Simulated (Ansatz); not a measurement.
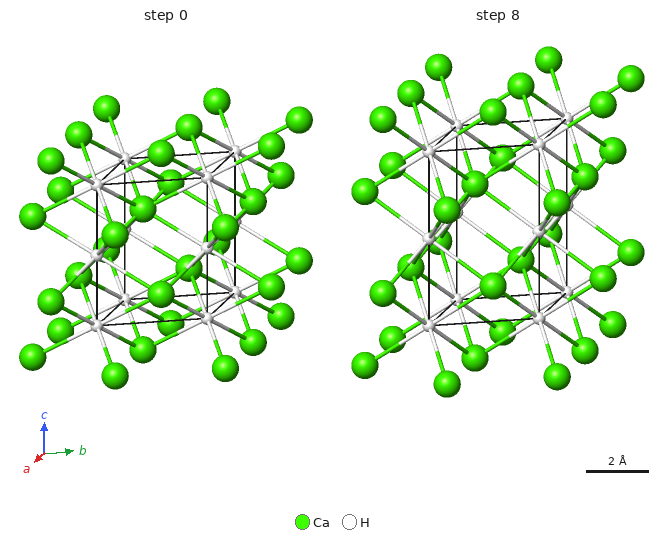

The structure of crystalline CaH (a generated structure, set up in P6_3/mmc) (coarse preliminary run) before (left) and after (right) a relaxation, at one scale.

Style: ball-and-stick. Shown: the cell of the calculation, slightly off an axis.

All numbers below come from DFT PBE, scalar-relativistic, plane waves, PAW in Ansatz 0.2.0. Set-up: plane-wave cutoff 420 eV; k-point mesh 6 × 6 × 4; occupations gaussian; smearing width 0.1 eV; no spin polarisation; cell and atoms relaxed; force threshold 0.04 eV/Å; at most 70 steps.

**What changed between the two?**

The energy falls by 169 meV per atom in 6 accepted moves (8 points after the start). All forces vanish by symmetry, so only the cell relaxes. Pressure: 8.75 GPa at the start and 0.05 GPa at the end. At 2 points the geometry stayed and the basis and grid were re-selected for the new cell (energy shift of 5.3 meV per atom at most each time). No atom moves by more than 0.005 Å relative to the cell. The drawn cell changes as follows: a = b 3.719 → 3.713 Å (−0.2 %), c 4.699 → 5.805 Å (+23.5 %); the volume changes by +23.1 %. Near-neighbour distances that change, for instance: Ca–Ca 3.183 → 3.608 Å, Ca–H 2.447 → 2.589 Å. Among the angles between lasting bonds that change: H–Ca–H 57.4° → 68.2°, Ca–H–Ca 81.1° → 88.4°, H–Ca–H 98.9° → 91.6°. The space group stays P6_3/mmc (No. 194). Cost: 11 s on 1 thread of Arm Neoverse V1, on a shared host, peak memory 0.3 GiB.
